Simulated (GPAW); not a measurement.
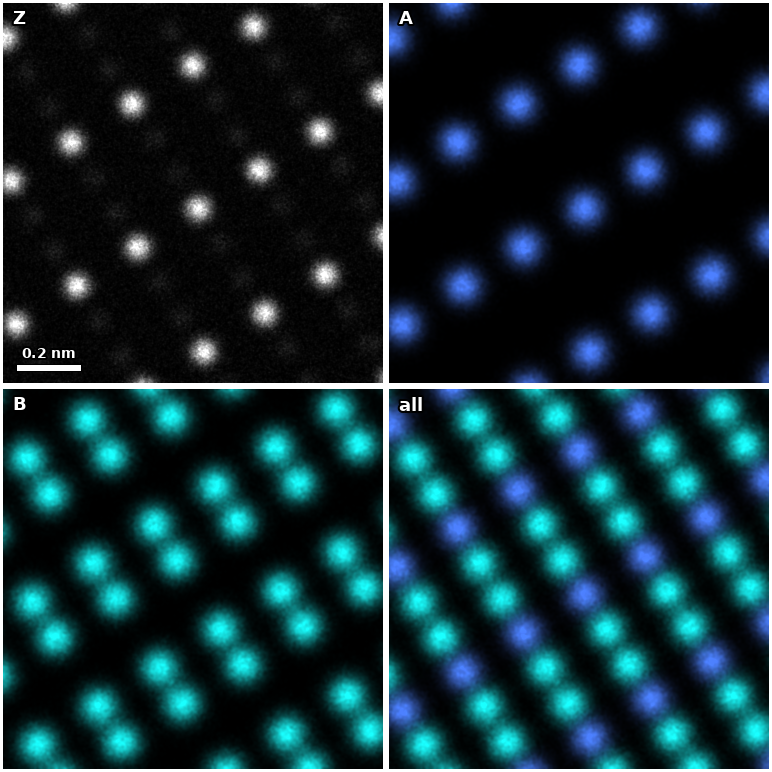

Si2W (I4/mmm, No. 139) along [110]. Panel Z: Simulated incoherent Z contrast: every atom adds Z^1.6 spread by a probe of 0.60 Å full width; channelling and multiple scattering are left out. Shot noise was added. The other panels are simulated element maps (the number of atoms of one element along the beam, blurred by 0.9 Å, with counting noise; each on its own scale, no channelling); the last overlays them. Structure used: an entry of the Crystallography Open Database, as set up for an electronic-structure calculation.

```cif
data_structure
_symmetry_space_group_name_H-M 'P 1'
_symmetry_Int_Tables_number 1
_cell_length_a 3.2138
_cell_length_b 3.2138
_cell_length_c 7.8299
_cell_angle_alpha 90.000
_cell_angle_beta 90.000
_cell_angle_gamma 90.000
_cell_volume 80.87
loop_
_atom_site_label
_atom_site_type_symbol
_atom_site_fract_x
_atom_site_fract_y
_atom_site_fract_z
_atom_site_occupancy
W1 W 0.00000 0.00000 0.00000 1
Si1 Si 0.50000 0.50000 0.16530 1
Si2 Si 0.00000 0.00000 0.33470 1
W2 W 0.50000 0.50000 0.50000 1
Si3 Si 0.00000 0.00000 0.66530 1
Si4 Si 0.50000 0.50000 0.83470 1
```

> Which element does each lettered map show?

A: W, B: Si. The projected cell (2.27 × 3.91 Å, 90°) holds 3 columns: 2 of Si and 1 of W. No column is shared by two of the mapped elements.
